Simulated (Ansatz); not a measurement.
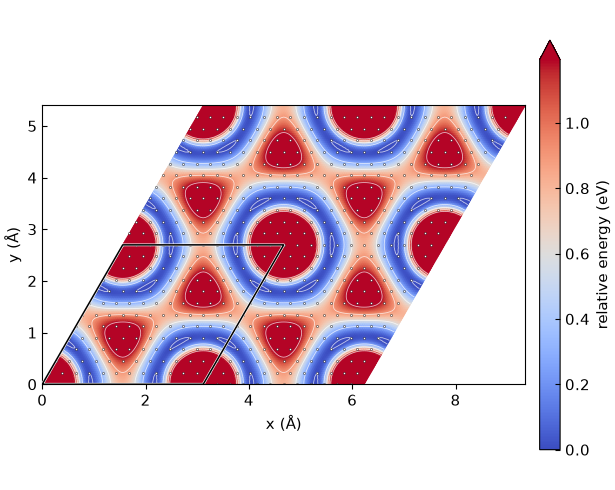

Energy landscape of MgO₂ (R-3m phase) with one H guest (13 atoms in the cell, cell charge +1). A guest moved over a lattice plane through the rigid host; the plane is (0 0 1) of the conventional cell, half-way across the widest gap between atomic layers, origin above O6. Places are given modulo a cell vector. The map is drawn in real space over the plane of the scan. Nothing is relaxed (host rigid, guest held in the plane). The scan uses a 12 × 12 grid; 31 points were computed and 113 follow by symmetry. All energies are given in eV per cell relative to the lowest grid point. The band gap closes in part of the range. The cell is charged on a uniform background, without a charge correction. Method: DFT LDA, scalar-relativistic, plane waves, PAW in Ansatz 0.2.0. Settings: cutoff 420 eV, k-mesh 6×6×6, gaussian smearing 0.05 eV, no spin polarisation.

Drawn: a smooth colour map with a few white contour lines, dots at the grid points, the outline of one cell of the 2 × 2 shown, one colour for all values above the top of the scale. Between grid points the surface is interpolated. 

Q: Describe this landscape.

A: The lowest grid point is at (1/12, 3/12) of the cell vectors [nearest 2 O at 1.18 Å]; the map holds 4 wells of about this depth. Relaxing all atoms from the lowest point lowers the energy by a further 1.31 eV. The highest grid point, (0/12, 0/12) of the cell vectors [nearest 2 O at 0.73 Å], lies 11.99 eV above the lowest. On the interpolated surface the easiest way out of the lowest well to a well of about the same depth near (3/12, 1/12) of the cell vectors [nearest 2 O at 1.18 Å] passes a barrier of about 0.03 eV, counted from the interpolated bottom of the well.

The values on the grid:

```tsv
place of H13 along a2 ↓, place of H13 along a1 →	0/12	1/12	2/12	3/12	4/12	5/12	6/12	7/12	8/12	9/12	10/12	11/12
11/12	8.34	8.34	4.11	0.85	0.00	0.38	0.83	0.83	0.38	0.00	0.85	4.11
10/12	2.86	4.11	2.86	0.85	0.03	0.31	0.87	1.12	0.87	0.31	0.03	0.85
9/12	0.29	0.85	0.85	0.29	0.00	0.31	0.90	1.30	1.30	0.90	0.31	0.00
8/12	0.06	0.00	0.03	0.00	0.06	0.38	0.87	1.30	1.45	1.30	0.87	0.38
7/12	0.56	0.38	0.31	0.31	0.38	0.56	0.83	1.12	1.30	1.30	1.12	0.83
6/12	0.81	0.83	0.87	0.90	0.87	0.83	0.81	0.83	0.87	0.90	0.87	0.83
5/12	0.56	0.83	1.12	1.30	1.30	1.12	0.83	0.56	0.38	0.31	0.31	0.38
4/12	0.06	0.38	0.87	1.30	1.45	1.30	0.87	0.38	0.06	0.00	0.03	0.00
3/12	0.29	0.00	0.31	0.90	1.30	1.30	0.90	0.31	0.00	0.29	0.85	0.85
2/12	2.86	0.85	0.03	0.31	0.87	1.12	0.87	0.31	0.03	0.85	2.86	4.11
1/12	8.34	4.11	0.85	0.00	0.38	0.83	0.83	0.38	0.00	0.85	4.11	8.34
0/12	11.99	8.34	2.86	0.29	0.06	0.56	0.81	0.56	0.06	0.29	2.86	8.34
```

Each point was launched as `ansatz run input.yaml --threads 4 --pin off --max-ram 8192MiB --backend cpu --events-out ev --progress --plain --runs-dir out`. Time for the 31 points that were run: 9.3 min on 4 threads of Arm Neoverse V2, on a shared host.

PAW datasets: the set soft_1.
